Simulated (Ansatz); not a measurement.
The calculation's input:

```
crystal:
  lattice:
    - [0.0, 2.4762608249, 2.4762608249]
    - [2.4762608249, 0.0, 2.4762608249]
    - [2.4762608249, 2.4762608249, 0.0]
  atoms:
    - { symbol: Zr, position: [0.0, 0.0, 0.0] }
    - { symbol: O, position: [0.25, 0.25, 0.25] }
    - { symbol: O, position: [0.75, 0.75, 0.75] }
kpoints:
  mp_grid: { grid: [8, 8, 8] }
  band_path:
    path:
      - [0.0, 0.0, 0.0]
      - [0.5, 0.0, 0.5]
      - [0.625, 0.25, 0.625]
      - [0.375, 0.375, 0.75]
      - [0.5, 0.5, 0.5]
      - [0.5, 0.25, 0.75]
      - [0.0, 0.5, 0.5]
    npoints: 1
hamiltonian:
  xc: r2scan
scf:
  occupations: { method: fixed }
  n_extra_bands: 4
output:
  forces: true
  stress: true
  eigenvalues: true
  write_density: true
  write_potential: true
  elf: true
  volumetric_format: npy
```

Run with:

```sh
ansatz run input.yaml --threads 4 --pin off --max-ram 4608MiB --backend cpu --events-out ev --progress --plain --runs-dir out
```

Below, planes, directions and counts refer to the conventional cell (a = 4.95 Å, b = 4.95 Å, c = 4.95 Å, α = 90.00°, β = 90.00°, γ = 90.00°).

Space group Fm-3m; started from the measured structure prototype, which need not be the ambient phase; changed on purpose from its base cell (hydrostatic strain -2.7%); computed pressure about 25 GPa in this cell.

Level of theory: DFT, r2SCAN, plane waves, PAW in Ansatz.

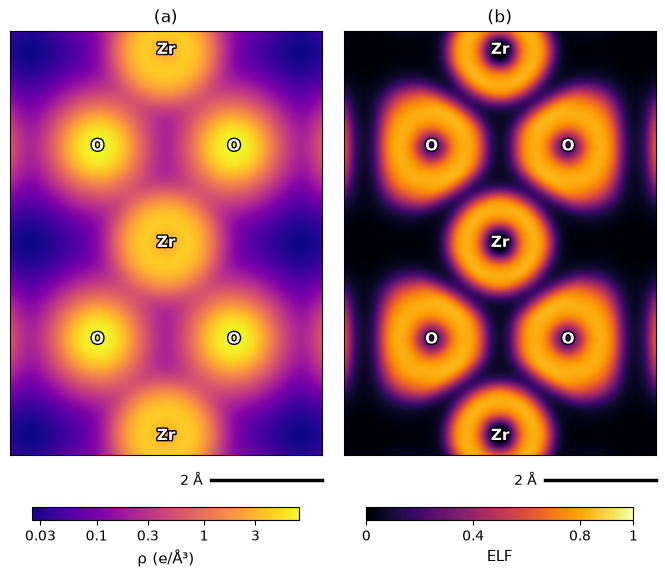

ZrO2. (a) valence pseudo-density; (b) electron localisation function on the (110) plane of the conventional cell.

The density is the valence pseudo-density of a PAW calculation; it isn't the true density close to the nuclei.

Q: Read the bonding off the picture.

A: The plane passes through Zr and O nuclei.
Zr–O (2.14 Å): the density is about 0.6 e/Å³ at the midpoint; the ELF peaks at about 0.85 in the valence shell of O, 0.6 Å from its nucleus, and drops to about 0.20 between the two atoms; no shared electron pair shows on this line.
Between the atoms the lowest density in this plane is 0.03 e/Å³.
The features right at Zr lie inside the PAW spheres, where the map follows smoothed inner orbitals and isn't to be read closely.
